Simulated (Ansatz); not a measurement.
## A series of single points on Hg

System: Hg (I4/mmm, 1 atom in the cell).
Method: Kohn-Sham DFT of a periodic cell, PBE, Ansatz PAW, no spin polarisation (Ansatz 0.2.0).

The 7 runs differ only in the geometry, by an even scaling of the cell at fixed fractional positions. The structure derives from a Materials Project entry.

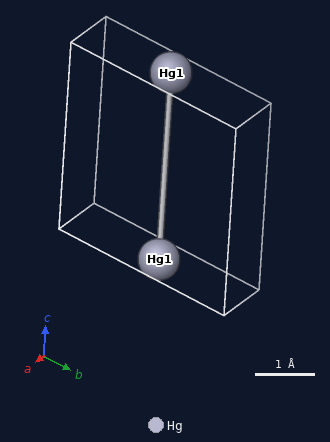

Figure 1. The structure of run 4 (ball-and-stick view of the cell of the calculation, seen slightly off an axis; atoms are numbered from 1 in the order of the input).

**Input of run 4**
```yaml
crystal:
  lattice:
    - [-1.8767364354, 1.8767364354, 1.916844855]
    - [1.8767364354, -1.8767364354, 1.916844855]
    - [1.8767364354, 1.8767364354, -1.916844855]
  atoms:
    - { symbol: Hg, position: [0.5, 0.5, 0.0] }
hamiltonian:
  xc: pbe
  pseudopotentials: { kind: paw }
kpoints:
  mp_grid: { grid: [10, 10, 10] }
scf:
  occupations: { method: fermi_dirac, width: 0.05 }
output:
  forces: true
  stress: true
  eigenvalues: true
```

Command:
```bash
ansatz run input.yaml --threads 1 --pin off --max-ram 2560MiB --backend cpu --events-out ev --progress --plain --runs-dir out
```

Lattice vectors (Å) and fractional positions of run 4:
```
  -1.876736    1.876736    1.916845
   1.876736   -1.876736    1.916845
   1.876736    1.876736   -1.916845
Hg  0.500000  0.500000  0.000000
```

Run 2 differs from it as follows:
```diff
-    - [-1.8767364354, 1.8767364354, 1.916844855]
-    - [1.8767364354, -1.8767364354, 1.916844855]
-    - [1.8767364354, 1.8767364354, -1.916844855]
+    - [-1.8513720229, 1.8513720229, 1.8909383704]
+    - [1.8513720229, -1.8513720229, 1.8909383704]
+    - [1.8513720229, 1.8513720229, -1.8909383704]
```

**Results, with one run withheld**

| run | volume per atom (Å³) | free energy per atom, from the lowest run given (meV) | pressure (GPa) |
| --- | --- | --- | --- |
| 1 | 25.385 | 29.56 | 2.78 |
| 2 | 25.925 | ? | ? |
| 3 | 26.465 | 14.53 | 1.77 |
| 4 | 27.006 | 9.18 | 1.41 |
| 5 | 27.546 | 4.99 | 1.07 |
| 6 | 28.086 | 1.96 | 0.73 |
| 7 | 28.626 | 0.00 | 0.44 |

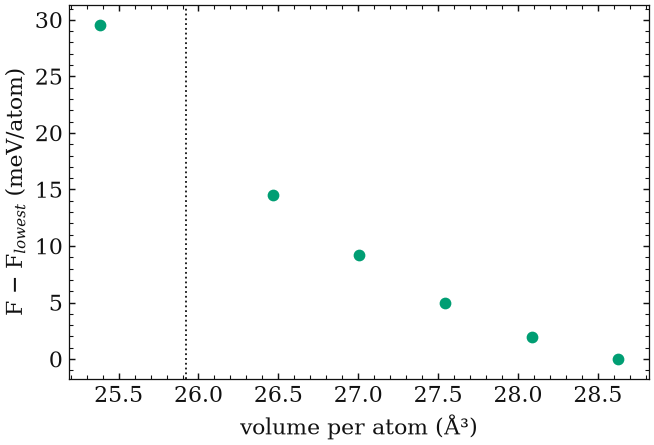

Figure 2. Free energy per atom of the runs given; the dotted line marks run 2.

Fit the runs given and predict run 2.

A cubic polynomial in V^(−2/3) (the Birch–Murnaghan form), fitted to the 6 runs given, misses them by at most 0.03 meV per atom. With x = V^(−2/3) − 0.11070 Å⁻², it reads F = 7.9188 + 3015.3 x + 2.4684e+05 x² − 1.6922e+05 x³ (meV per atom). At run 2 it gives 21.31 meV per atom, and the run itself gives 21.20. The slope of the fit gives a pressure −dF/dV of 2.22 GPa there, and the run prints 2.21 GPa. The fit has no minimum inside this range.

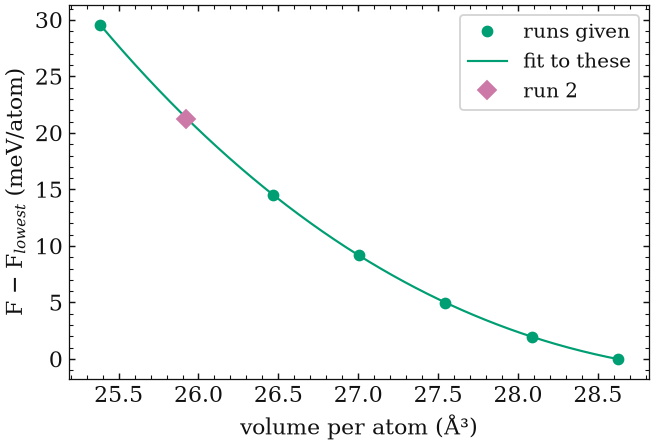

Figure 3. The fit and the withheld run.

**Output, shortened to warnings, some set-up lines, iterations and results (run 2)**
```
Basis set: ecut = 420 eV, 531 PW (Γ), exchange–correlation on 48×48×48 points (8 copies of the dense FFT grid, shifted against one another)
Symmetry: 16 space group operations
k-points: 102 of 1000
Initial density: superposition of atomic densities (neutral atoms: chi_scale 0, normalization atom), corrected by the library's trained network
[...]
SCF iter   1: F=—  HF=-13813.433537 eV  |F-HF|=—  |Δ(HF+E_count)|=         —  Δρ=1.30e-3  dr2=3.63e-4  ethr=1.77e-3  ⟨swp⟩=5.4  Hψ=7442  notcnv=0
SCF iter   2: F=—  HF=-13813.433907 eV  |F-HF|=—  |Δ(HF+E_count)|=   3.70e-4  Δρ=8.36e-4  dr2=1.77e-4  ethr=1.81e-6  ⟨swp⟩=2.1  Hψ=2860  notcnv=0
SCF iter   3: F=—  HF=-13813.433922 eV  |F-HF|=—  |Δ(HF+E_count)|=   1.49e-5  Δρ=2.16e-4  dr2=7.47e-6  ethr=8.84e-7  ⟨swp⟩=2.1  Hψ=1975  notcnv=0
SCF iter   4: F=—  HF=-13813.433925 eV  |F-HF|=—  |Δ(HF+E_count)|=   2.86e-6  Δρ=8.10e-5  dr2=2.15e-6  ethr=3.74e-8  ⟨swp⟩=2.0  Hψ=2317  notcnv=0
SCF iter   5: F=-13813.433925 eV  HF=-13813.433925 eV  |F-HF|=5.65e-8  |Δ(HF+E_count)|=   1.85e-7  Δρ=1.78e-5  dr2=7.95e-8  ethr=1.07e-8  ⟨swp⟩=2.0  Hψ=2034  notcnv=0
SCF iter   6: F=-13813.433925 eV  HF=-13813.433925 eV  |F-HF|=1.76e-9  |Δ(HF+E_count)|=   7.36e-8  Δρ=3.66e-6  dr2=3.05e-9  ethr=3.97e-10  ⟨swp⟩=2.0  Hψ=4866  notcnv=0
SCF 1 converged in 6 iterations: F = -13813.433925 eV  dr2 = 3.05e-9
SCF converged after 6 iterations
Free energy (F): -13813.433925 eV
Harris-Foulkes:  -13813.433925 eV  (|F-HF|=1.76e-9)
Internal energy: -13813.431588 eV  (E = F + TS)
E sigma→0 (E₀):  -13813.432757 eV
Entropy (-TS):   -0.002337 eV (-2.337 meV/atom)
Fermi energy:    13.035988 eV
--- Per-component energies (eV) ---
  E_band       = -417.100228
  E_kinetic    = 604.892664
  E_local      = -2640.136258  (includes V_loc(G=0)·N_el)
  E_nonlocal   = 72.513247
  E_hartree    = 1125.912559
  E_xc         = -220.682655
  E_vxc        = -262.561304  (∫ρ·V_xc dr)
  E_paw        = -9945.302332  (= ΣΔE_a)
  E_vpaw       = -443.636437  (= ΣTr[D̂ρ^β])
  E_aug_tail   = 0.000940  (compensation charges beyond the density's cutoff)
  E_ewald      = -2810.629753
  E_smearing   = -0.002337  (= −TS)
  E_closure    = 0.000000  (closes the sum)
  Σ components = -13813.433925   (vs F -13813.433925, Δ=0.00e0)
--- Forces (eV/Å), atoms counted from 1 ---
  atom   1  Hg     0.00000000     0.00000000     0.00000000
  max |Σ_I F_I| component: 3.79e-29 eV/Å
--- Stress (GPa, compression-positive) ---
        2.024774       0.000000       0.000000
        0.000000       2.024774       0.000000
        0.000000      -0.000000       2.567750
  P = ⅓ Tr σ = 2.2058 GPa (22.058 kbar)
```

Notes: Spin–orbit coupling is left out, which matters for Hg.
